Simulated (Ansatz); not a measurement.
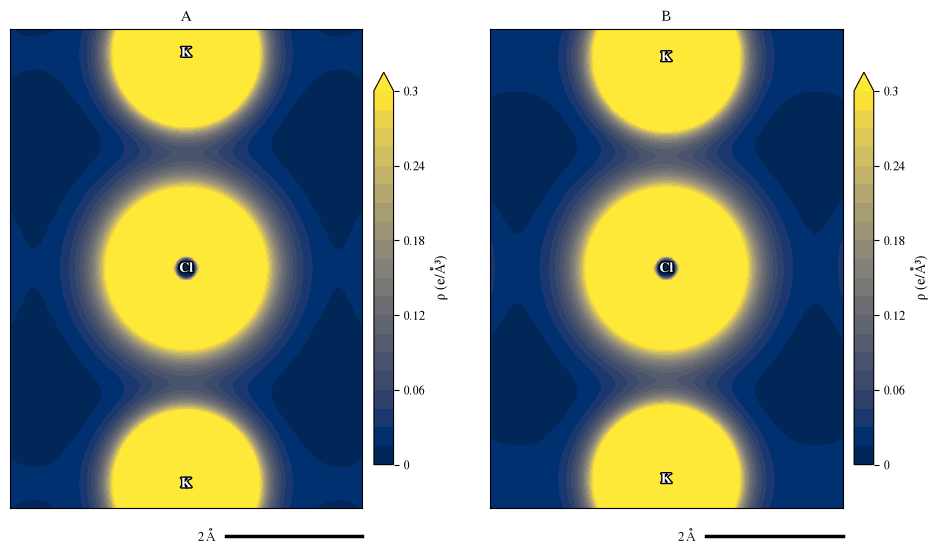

KCl. The valence pseudo-density of two cells that differ in size, on the (101̄) plane of each (indices in the axes of the calculation cell), at one length scale and on one colour scale; one has 29.3 and the other 31.2 Å³ an atom.

These are results of DFT r2SCAN, scalar-relativistic, plane waves, PAW (Ansatz), not measurements.

Core electrons are frozen (PAW), and the valence fields are smoothed inside the atomic spheres.

The larger cell:

```xyz
2
Lattice="0.0000 3.1465 3.1465 3.1465 0.0000 3.1465 3.1465 3.1465 0.0000" Properties=species:S:1:pos:R:3 pbc="T T T"
K     0.0000    0.0000    0.0000
Cl    3.1465    3.1465    3.1465
```

The smaller cell: a = 4.359 Å, b = 4.359 Å, c = 4.359 Å, α = 60.00°, β = 60.00°, γ = 60.00°.

**Which panel shows the smaller cell, and what does the compression change?**

Panel B is the smaller cell, by 6 % in volume. From the larger cell to the smaller, K–Cl goes from 3.15 to 3.08 Å, and the density at its midpoint from 0.09 to 0.1 e/Å³; the pressure goes from 0.0 to 1.4 GPa; the Kohn–Sham gap goes from 5.8 eV to 6.1 eV.
